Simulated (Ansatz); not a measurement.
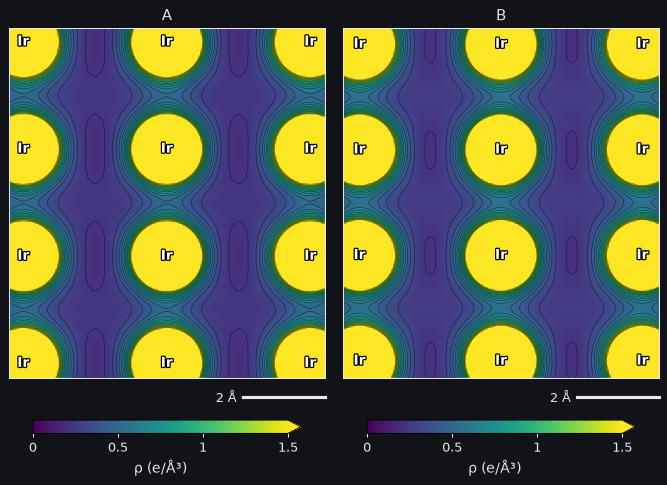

Ir. The valence pseudo-density of two cells that differ in size, on the (11̄0) plane of each (indices in the axes of the calculation cell), at one length scale and on one colour scale; one has 14.3 and the other 14.9 Å³ an atom.

The calculation used DFT, r2SCAN, plane waves (500 eV) with PAW, scalar-relativistic in Ansatz.

In a PAW calculation such maps are meaningful between the atoms, not at the nuclei.

The larger cell:

```xyz
2
Lattice="-2.1125 2.4581 1.2877 2.4581 -2.1125 1.2877 2.4391 2.4391 -0.6547" Properties=species:S:1:pos:R:3 pbc="T T T"
Ir    2.3576   -2.0120    1.2877
Ir    0.3502    2.4344    0.9603
```

The smaller cell: a = 3.438 Å, b = 3.438 Å, c = 3.461 Å, α = 90.00°, β = 90.00°, γ = 135.85°.

Q: Which is the denser cell? Describe the effect of the change.

A: Panel B is the smaller cell, by 4 % in volume. From the larger cell to the smaller, Ir–Ir goes from 2.62 to 2.58 Å, and the density at its midpoint from 0.52 to 0.55 e/Å³; the pressure goes from 14 to 33 GPa.
